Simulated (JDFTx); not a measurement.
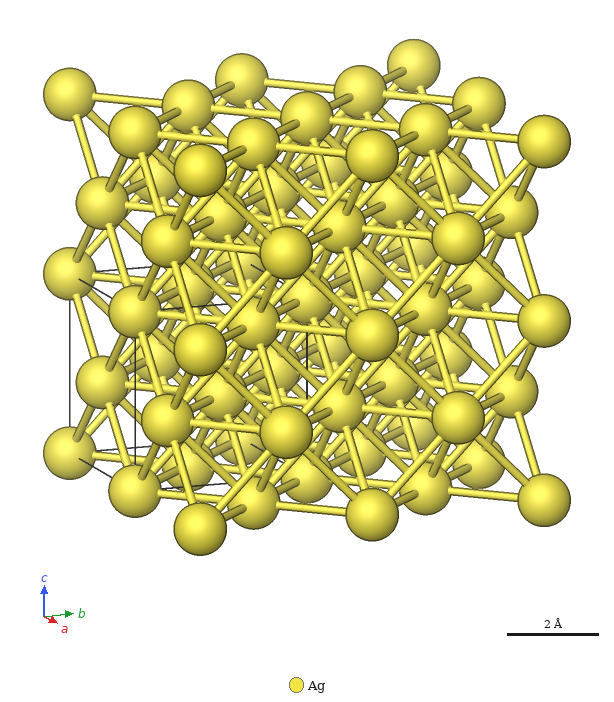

*The structure as given in the input (ball-and-stick view of the cell 4 times as large as that of the calculation, set on its symmetry axes, repeated 2 × 2 × 2, seen slightly off an axis). An atom can appear more than once, as a periodic image.*

Geometry relaxation of Ag (part 1 of 2)

The run: geometry relaxation of Ag (1 atom in the cell). Method and program: Kohn-Sham DFT of a periodic cell, r2SCAN, SG15-PBE-1.2, no spin polarisation (JDFTx 1.7.0 (patched build)).

The structure derives from an entry of the Crystallography Open Database.

**The input**
```
lattice \
    0.0000000000     3.8602380411     3.8602380411 \
    3.8602380411     0.0000000000     3.8602380411 \
    3.8602380411     3.8602380411     0.0000000000
coords-type Lattice
ion Ag     0.0000000000     0.0000000000     0.0000000000 1

ion-species pseudo/Ag.upf
elec-cutoff 40
elec-ex-corr mgga-x-r2scan mgga-c-r2scan
kpoint-folding 6 6 6
elec-smearing Fermi 0.0018374661
elec-n-bands 15
electronic-SCF nIterations 100 energyDiffThreshold 1e-09
electronic-minimize nIterations 30 energyDiffThreshold 1e-7
forces-output-coords Cartesian
lattice-minimize nIterations 40 energyDiffThreshold 1e-6

dump-name run.$VAR
dump End Ecomponents EigStats BandEigs Kpoints Forces Stress ElecDensity KEdensity
```

Run on 1 thread of Arm Neoverse V2, 24 GiB of memory available, shared host.

Command:
```bash
jdftx -c 1 -i Ag.in -o Ag.out
```

**The program's output**
```
*************** JDFTx 1.7.0 (patched build) ***************

Input parsed successfully to the following command list (including defaults):
[... the input with its defaults ...]

---------- Setting up symmetries ----------

Found 48 point-group symmetries of the bravais lattice
Found 48 space-group symmetries with basis
Applied RMS atom displacement 0 bohrs to make symmetries exact.

---------- Initializing the Grid ----------
R =
[            0      3.86024      3.86024  ]
[      3.86024            0      3.86024  ]
[      3.86024      3.86024            0  ]
unit cell volume = 115.046
G =
[  -0.813834   0.813834   0.813834  ]
[   0.813834  -0.813834   0.813834  ]
[   0.813834   0.813834  -0.813834  ]
Minimum fftbox size, Smin = [  32  32  32  ]
Chosen fftbox size, S = [  32  32  32  ]

---------- Exchange Correlation functional ----------
Initialized LibXC exchange functional 'Re-regularized SCAN exchange by Furness et al'
Initialized LibXC correlation functional 'Re-regularized SCAN correlation by Furness et al'

---------- Setting up pseudopotentials ----------
Width of ionic core gaussian charges (only for fluid interactions / plotting) set to 0

Reading pseudopotential file 'pseudo/Ag.upf':
  'Ag' pseudopotential, 'PBE' functional
  Generated using ONCVPSP code by D. R. Hamann
  19 valence electrons, 0 orbitals, 6 projectors, 602 radial grid points, with lMax = 2
  Core radius for overlap checks: 2.16 bohrs.

Initialized 1 species with 1 total atoms.

Folded 1 k-points by 6x6x6 to 216 k-points.

---------- Setting up k-points, bands, fillings ----------
Reduced to 16 k-points under symmetry.
Computing the number of bands and number of electrons
Calculating initial fillings.
nElectrons:  19.000000   nBands: 15   nStates: 16

----- Setting up reduced wavefunction bases (one per k-point) -----
average nbasis = 1391.468 , ideal nbasis = 1390.133

---------- Setting up ewald sum ----------
Optimum gaussian width for ewald sums = 1.967960 bohr.
Real space sum over 2197 unit cells with max indices [  6  6  6  ]
Reciprocal space sum over 2197 terms with max indices [  6  6  6  ]

---------- Allocating electronic variables ----------
Initializing wave functions:  (No orbitals for LCAO)  bandwidth-limited random numbers

--------- Lattice Minimization ---------

Setting the auxilliary hamiltonian equal to the subspace hamiltonian.

-------- Electronic minimization -----------
Will mix electronic and kinetic density at each iteration.
	FillingsUpdate:  mu: +1.733064082  nElectrons: 19.000000
	FillingsUpdate:  mu: -0.453244798  nElectrons: 19.000000
SCF: Cycle:  0   F: -138.414865092135642   dF: -4.451e+01   |Residual|: 1.473e+01   |deigs|: 3.134e+00
	FillingsUpdate:  mu: +0.216298138  nElectrons: 19.000000
SCF: Cycle:  1   F: -137.720226114390556   dF: +6.946e-01   |Residual|: 1.483e+01   |deigs|: 1.016e+00
	FillingsUpdate:  mu: +0.456130842  nElectrons: 19.000000
SCF: Cycle:  2   F: -139.882113123498186   dF: -2.162e+00   |Residual|: 1.001e+01   |deigs|: 6.781e-01
	FillingsUpdate:  mu: +0.875288111  nElectrons: 19.000000
SCF: Cycle:  3   F: -142.239817343066733   dF: -2.358e+00   |Residual|: 8.662e+00   |deigs|: 1.326e+00
	FillingsUpdate:  mu: +0.652370780  nElectrons: 19.000000
SCF: Cycle:  4   F: -143.794063677105413   dF: -1.554e+00   |Residual|: 2.936e+00   |deigs|: 3.011e-01
	FillingsUpdate:  mu: +0.749398295  nElectrons: 19.000000
SCF: Cycle:  5   F: -143.427547296699515   dF: +3.665e-01   |Residual|: 3.815e+00   |deigs|: 1.403e-01
	FillingsUpdate:  mu: +0.595240780  nElectrons: 19.000000
SCF: Cycle:  6   F: -143.578022083544653   dF: -1.505e-01   |Residual|: 2.980e+00   |deigs|: 3.283e-01
	FillingsUpdate:  mu: +0.652935861  nElectrons: 19.000000
SCF: Cycle:  7   F: -143.831183400988692   dF: -2.532e-01   |Residual|: 2.983e-01   |deigs|: 1.778e-01
	FillingsUpdate:  mu: +0.676942761  nElectrons: 19.000000
SCF: Cycle:  8   F: -143.797738551750626   dF: +3.344e-02   |Residual|: 1.082e+00   |deigs|: 4.308e-02
	FillingsUpdate:  mu: +0.662240278  nElectrons: 19.000000
SCF: Cycle:  9   F: -143.823701877727018   dF: -2.596e-02   |Residual|: 5.659e-01   |deigs|: 2.640e-02
	FillingsUpdate:  mu: +0.655394718  nElectrons: 19.000000
SCF: Cycle: 10   F: -143.830402038557679   dF: -6.700e-03   |Residual|: 2.377e-01   |deigs|: 1.397e-02
	FillingsUpdate:  mu: +0.651157884  nElectrons: 19.000000
SCF: Cycle: 11   F: -143.831799170540847   dF: -1.397e-03   |Residual|: 1.108e-02   |deigs|: 9.563e-03
	FillingsUpdate:  mu: +0.650943832  nElectrons: 19.000000
SCF: Cycle: 12   F: -143.831801115126098   dF: -1.945e-06   |Residual|: 1.208e-02   |deigs|: 6.847e-04
	FillingsUpdate:  mu: +0.651182820  nElectrons: 19.000000
SCF: Cycle: 13   F: -143.831805106146248   dF: -3.991e-06   |Residual|: 2.561e-03   |deigs|: 5.282e-04
	FillingsUpdate:  mu: +0.651191289  nElectrons: 19.000000
SCF: Cycle: 14   F: -143.831805324552136   dF: -2.184e-07   |Residual|: 1.175e-03   |deigs|: 2.575e-05
	FillingsUpdate:  mu: +0.651184632  nElectrons: 19.000000
SCF: Cycle: 15   F: -143.831805374336540   dF: -4.978e-08   |Residual|: 1.260e-03   |deigs|: 1.344e-05
	FillingsUpdate:  mu: +0.651180452  nElectrons: 19.000000
SCF: Cycle: 16   F: -143.831805375334028   dF: -9.975e-10   |Residual|: 1.417e-03   |deigs|: 1.573e-05
	FillingsUpdate:  mu: +0.651180447  nElectrons: 19.000000
SCF: Cycle: 17   F: -143.831805381593114   dF: -6.259e-09   |Residual|: 1.097e-03   |deigs|: 9.479e-06
	FillingsUpdate:  mu: +0.651188826  nElectrons: 19.000000
SCF: Cycle: 18   F: -143.831805399183651   dF: -1.759e-08   |Residual|: 3.204e-04   |deigs|: 3.273e-05
	FillingsUpdate:  mu: +0.651186225  nElectrons: 19.000000
SCF: Cycle: 19   F: -143.831805399757229   dF: -5.736e-10   |Residual|: 1.760e-04   |deigs|: 4.621e-06
	FillingsUpdate:  mu: +0.651186516  nElectrons: 19.000000
SCF: Cycle: 20   F: -143.831805399782070   dF: -2.484e-11   |Residual|: 7.254e-05   |deigs|: 1.065e-06
SCF: Converged (|Delta E|<1.000000e-09 for 2 iters).

Setting wave functions to eigenvectors of Hamiltonian
# Lattice vectors:
R =
[            0      3.86024      3.86024  ]
[      3.86024            0      3.86024  ]
[      3.86024      3.86024            0  ]
unit cell volume = 115.046

# Strain tensor in Cartesian coordinates:
[            0            0            0  ]
[            0            0            0  ]
[            0            0            0  ]

# Stress tensor in Cartesian coordinates [Eh/a0^3]:
[ -5.69371e-05            0            0  ]
[            0 -5.69371e-05            0  ]
[            0            0 -5.69371e-05  ]

# Ionic positions in lattice coordinates:
ion Ag   0.000000000000000   0.000000000000000   0.000000000000000 1

# Forces in Cartesian coordinates:
force Ag   0.000000000000000   0.000000000000000  -0.000000000000000 1

# Energy components:
   Eewald =     -107.1912658709665607
       EH =       32.6881089605557520
     Eloc =      -96.7828430803133983
      Enl =       -7.1176357179137177
      Exc =      -13.6133970050406461
       KE =       48.1855238704768638
-------------------------------------
     Etot =     -143.8315088432017035
       TS =        0.0002965565803718
-------------------------------------
        F =     -143.8318053997820698

LatticeMinimize: Iter:   0  F: -143.831805399782070  |grad|_K:  2.333e-03

-------- Electronic minimization -----------
Will mix electronic and kinetic density at each iteration.
	FillingsUpdate:  mu: +0.651186516  nElectrons: 19.000000
	FillingsUpdate:  mu: +0.650018770  nElectrons: 19.000000
SCF: Cycle:  0   F: -143.831791289127239   dF: +5.235e-06   |Residual|: 2.638e-02   |deigs|: 2.128e-06
	FillingsUpdate:  mu: +0.650556578  nElectrons: 19.000000
SCF: Cycle:  1   F: -143.831810203668965   dF: -1.891e-05   |Residual|: 4.421e-03   |deigs|: 1.185e-03
	FillingsUpdate:  mu: +0.650553708  nElectrons: 19.000000
SCF: Cycle:  2   F: -143.831810640138116   dF: -4.365e-07   |Residual|: 6.408e-04   |deigs|: 6.970e-05
	FillingsUpdate:  mu: +0.650517210  nElectrons: 19.000000
SCF: Cycle:  3   F: -143.831810665637875   dF: -2.550e-08   |Residual|: 3.105e-04   |deigs|: 3.227e-05
	FillingsUpdate:  mu: +0.650482931  nElectrons: 19.000000
SCF: Cycle:  4   F: -143.831810681320007   dF: -1.568e-08   |Residual|: 1.752e-04   |deigs|: 4.318e-05
	FillingsUpdate:  mu: +0.650474711  nElectrons: 19.000000
SCF: Cycle:  5   F: -143.831810684852599   dF: -3.533e-09   |Residual|: 7.509e-05   |deigs|: 4.265e-06
	FillingsUpdate:  mu: +0.650475467  nElectrons: 19.000000
SCF: Cycle:  6   F: -143.831810685397159   dF: -5.446e-10   |Residual|: 3.588e-05   |deigs|: 4.336e-06
	FillingsUpdate:  mu: +0.650471384  nElectrons: 19.000000
SCF: Cycle:  7   F: -143.831810685644513   dF: -2.474e-10   |Residual|: 1.499e-05   |deigs|: 4.702e-06
SCF: Converged (|Delta E|<1.000000e-09 for 2 iters).

Setting wave functions to eigenvectors of Hamiltonian
LatticeMinimize: 	Wolfe criterion not satisfied: alpha: 1  (E-E0)/|gdotd0|: -0.971346  gdotd/gdotd0: 0.94672 (taking cubic step)

-------- Electronic minimization -----------
Will mix electronic and kinetic density at each iteration.
	FillingsUpdate:  mu: +0.650471384  nElectrons: 19.000000
	FillingsUpdate:  mu: +0.648158020  nElectrons: 19.000000
SCF: Cycle:  0   F: -143.831742852558193   dF: +2.097e-05   |Residual|: 5.304e-02   |deigs|: 4.091e-06
	FillingsUpdate:  mu: +0.649221573  nElectrons: 19.000000
SCF: Cycle:  1   F: -143.831819317516789   dF: -7.646e-05   |Residual|: 7.749e-03   |deigs|: 2.377e-03
	FillingsUpdate:  mu: +0.649204998  nElectrons: 19.000000
SCF: Cycle:  2   F: -143.831820265449409   dF: -9.479e-07   |Residual|: 1.298e-03   |deigs|: 1.181e-04
	FillingsUpdate:  mu: +0.649120545  nElectrons: 19.000000
SCF: Cycle:  3   F: -143.831820389296837   dF: -1.238e-07   |Residual|: 3.751e-04   |deigs|: 8.336e-05
	FillingsUpdate:  mu: +0.649061944  nElectrons: 19.000000
SCF: Cycle:  4   F: -143.831820433286964   dF: -4.399e-08   |Residual|: 2.477e-04   |deigs|: 5.243e-05
	FillingsUpdate:  mu: +0.649054805  nElectrons: 19.000000
SCF: Cycle:  5   F: -143.831820441422337   dF: -8.135e-09   |Residual|: 1.061e-04   |deigs|: 5.516e-06
	FillingsUpdate:  mu: +0.649049270  nElectrons: 19.000000
SCF: Cycle:  6   F: -143.831820443308743   dF: -1.886e-09   |Residual|: 9.832e-05   |deigs|: 4.801e-06
	FillingsUpdate:  mu: +0.649047012  nElectrons: 19.000000
SCF: Cycle:  7   F: -143.831820443857879   dF: -5.491e-10   |Residual|: 2.661e-05   |deigs|: 4.404e-06
	FillingsUpdate:  mu: +0.649046835  nElectrons: 19.000000
SCF: Cycle:  8   F: -143.831820443977534   dF: -1.197e-10   |Residual|: 2.346e-05   |deigs|: 1.263e-06
SCF: Converged (|Delta E|<1.000000e-09 for 2 iters).

Setting wave functions to eigenvectors of Hamiltonian
# Lattice vectors:
R =
[            0      3.86345      3.86345  ]
[      3.86345            0      3.86345  ]
[      3.86345      3.86345            0  ]
unit cell volume = 115.333

# Strain tensor in Cartesian coordinates:
[  0.000830911            0            0  ]
[            0  0.000830911            0  ]
[            0            0  0.000830911  ]

# Stress tensor in Cartesian coordinates [Eh/a0^3]:
[ -4.79991e-05            0            0  ]
[            0 -4.79991e-05            0  ]
[            0            0 -4.79991e-05  ]

# Ionic positions in lattice coordinates:
ion Ag   0.000000000000000   0.000000000000000   0.000000000000000 1

# Forces in Cartesian coordinates:
force Ag   0.000000000000000   0.000000000000000  -0.000000000000000 1
```
